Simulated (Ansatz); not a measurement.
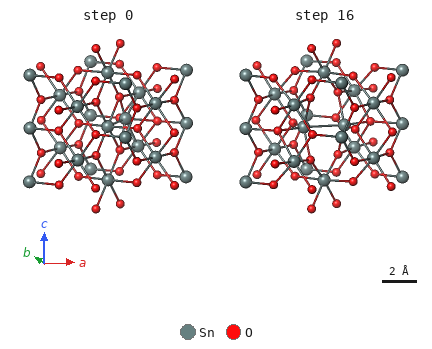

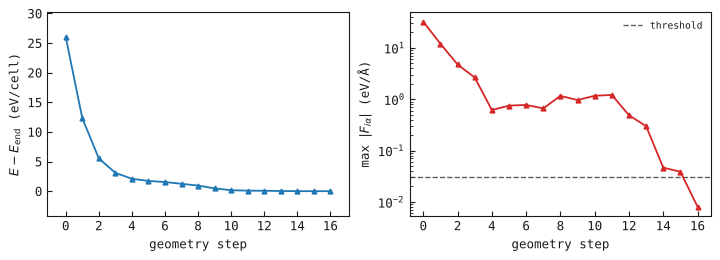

First and last geometry of a relaxation of a defect cell of composition Sn25O48 (cell charge −1), with the history of the run. Style: ball-and-stick. Shown: the atoms within 5.8 Å of the atom that moves most (axes of the cell of the calculation (origin shifted)), slightly off an axis.

Theory: DFT, PBEsol, PAW, plane waves (Ansatz 0.2.0). Set-up: plane-wave cutoff 420 eV; k-point mesh 1 × 1 × 1; mesh shifted by (0.25, 0.25, 0.25); collinear spin; atoms relaxed in a fixed cell; force threshold 0.03 eV/Å; at most 80 steps.

Question: Read the history and describe the run.

Answer: It converged. The largest move is that of a Sn atom, 1.29 Å roughly along [−3 −1 0]. By element the largest moves are Sn 1.29 Å, O 0.34 Å. The lattice vectors keep their values. Among the contacts that change: O–Sn 3.624 → 2.161 Å, O–Sn 2.056 → 3.278 Å, O–Sn 2.068 → 3.258 Å, O–Sn 1.937 → 3.055 Å. New bonds form, among them: O–Sn (2.85 → 2.00 Å), O–Sn (3.62 → 2.16 Å). Bonds break, among them: O–Sn (1.94 → 3.06 Å), O–Sn (2.06 → 3.28 Å), O–Sn (2.07 → 3.26 Å), O–Sn (2.10 → 3.19 Å). Among the angles between lasting bonds that change: Sn–Sn–O 136.7° → 87.5°, Sn–O–Sn 166.3° → 118.0°, Sn–O–Sn 159.4° → 117.5°. Over 16 geometry steps the energy falls by 26.014 eV per cell of the calculation. The largest force component goes from 32 to 0.0081 eV/Å.

Limits of the set-up: the cell is charged, on a uniform background, and energies carry no finite-size correction.
